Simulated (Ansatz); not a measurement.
```
CELL_PARAMETERS angstrom
6.16486 0.00000 0.00000
0.00000 6.16486 0.00000
0.00000 0.00000 6.16486
ATOMIC_POSITIONS crystal
Pb 0.00000 0.00000 0.00000
Pb 0.50000 0.50000 0.00000
Pb 0.50000 0.00000 0.50000
Pb 0.00000 0.50000 0.50000
Se 0.50000 0.00000 0.00000
Se 0.00000 0.50000 0.00000
Se 0.00000 0.00000 0.50000
Se 0.50000 0.50000 0.50000
```

Space group Fm-3m.

Theory: Ansatz 0.2.0, DFT, PBE, PAW with Ansatz's default frozen-core files, scalar-relativistic.

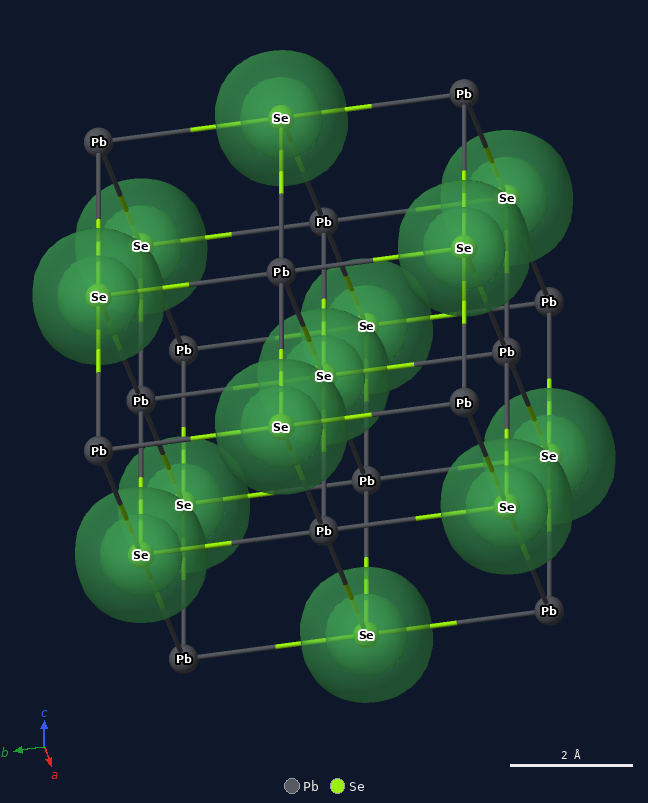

PbSe. Isosurface of the ELF at 0.75 (green), seen at an oblique angle. Core shells and regions of very low density are left out. Sticks mark near contacts.

Core electrons are frozen (PAW), and the valence fields are smoothed inside the atomic spheres.

What do the ELF domains correspond to?

Answer. At this value the surface marks out four regions wrapped around Se (the valence shell of each), counted in one cell of 8 atoms. Any copies at cell faces, edges or corners count once. Along the contacts the grid gives the following. Pb–Se (3.08 Å): the ELF is about 0.30 at the midpoint.
